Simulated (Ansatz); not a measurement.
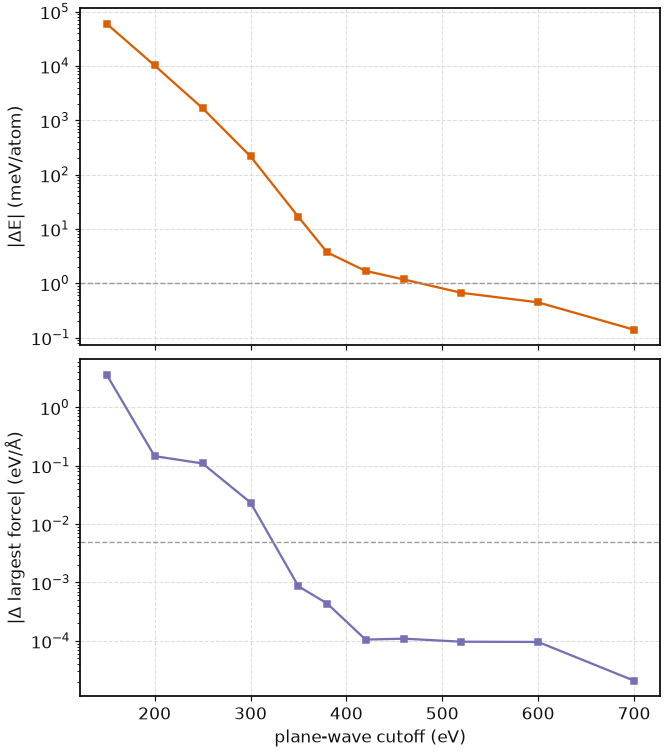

One cell, run at 12 values of the plane-wave cutoff (density cutoff scaled with it).
System: AlNi2 (P-3m1, 6 atoms in the cell).
Method: DFT PBEsol, scalar-relativistic, plane waves, PAW (Ansatz 0.2.0); 12×12×8 k-mesh, Gaussian smearing of 0.1 eV, no spin polarisation.
ΔE is the free energy less its value at the largest setting, 850 eV.
Dashed lines or grey bands mark the tolerance: 1 meV/atom and 0.005 eV/Å.
Values: 150 eV, 200 eV, 250 eV, 300 eV, 350 eV, 380 eV, 420 eV, 460 eV, 520 eV, 600 eV, 700 eV and 850 eV.

From which setting is the free energy converged to 1 meV/atom?

Answer. The free energy is within 1 meV/atom of the largest setting's value from 520 eV on. It is off by 60000 meV/atom at 150 eV, 17 meV/atom at 350 eV and 1.2 meV/atom at 460 eV (always above it). The smaller bases give higher energies, which fall towards the limit as the basis grows.

How does the largest force behave (tolerance 0.005 eV/Å)?

Answer. The largest force is within 0.005 eV/Å of the largest setting's value from 350 eV on. It is off by 3.6 eV/Å at 150 eV, 0.11 eV/Å at 250 eV and 0.023 eV/Å at 300 eV (always above it).
